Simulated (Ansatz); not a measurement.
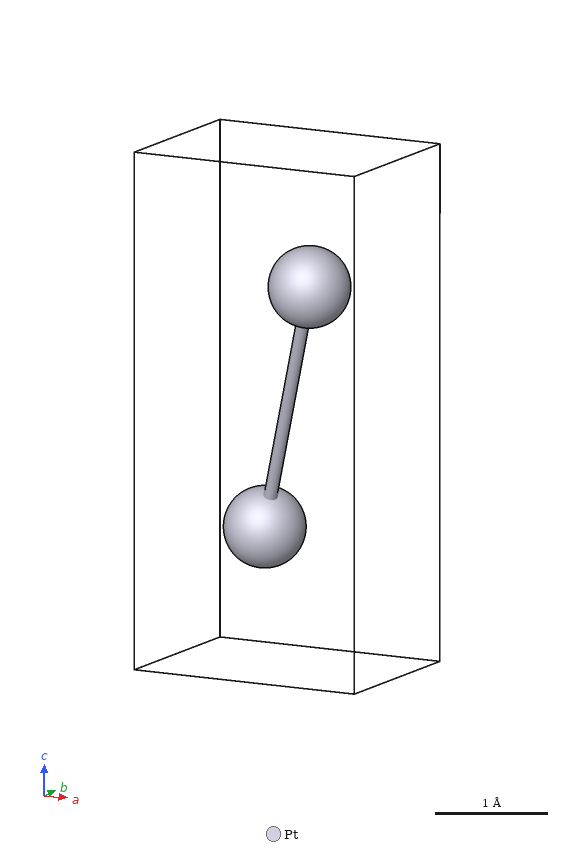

Figure: ball-and-stick view slightly off an axis. The simulation cell is drawn as a box.

The run was set up as follows:
```yaml
crystal:
  lattice:
    - [2.8296822562, 0.0, 0.0]
    - [-1.4148411281, 2.4505767185, 0.0]
    - [0.0, 0.0, 4.67233065]
  atoms:
    - { symbol: Pt, position: [0.6666666667, 0.3333333333, 0.75] }
    - { symbol: Pt, position: [0.3333333333, 0.6666666667, 0.25] }
basis:
  ecutwfc: 420
kpoints:
  mp_grid: { grid: [18, 18, 10] }
hamiltonian:
  xc: pbesol
scf:
  occupations: { method: gaussian, width: 0.15 }
output:
  forces: true
  stress: true
  eigenvalues: true
```
Run as:
```sh
ansatz run input.yaml --threads 1 --pin off --max-ram 2560MiB --backend cpu --events-out ev --progress --plain --runs-dir out
```

Setup: Ansatz 0.2.0, DFT PBEsol, scalar-relativistic, plane waves, PAW; plane waves to 420 eV, k-grid 18×18×10, Gaussian smearing of 0.15 eV, no spin polarisation.

Question: Classify it as metallic or gapped, with the value.

Answer: A metal: bands cross the Fermi level.

Question: Which way would the volume go on relaxing?

Answer: The computed pressure is -16.1 GPa (stretched: it would shrink). The stress isn't hydrostatic: its largest component is 18.2 GPa.

The structure was taken from a structure listed in the Materials Project. The cell was then strained or its atoms displaced on purpose. It was run through Ansatz as a DFT input.

At this level of theory the run's own cell isn't at rest (stretched, at -16 GPa), so its distances can differ from those at equilibrium, the more so the softer the solid.
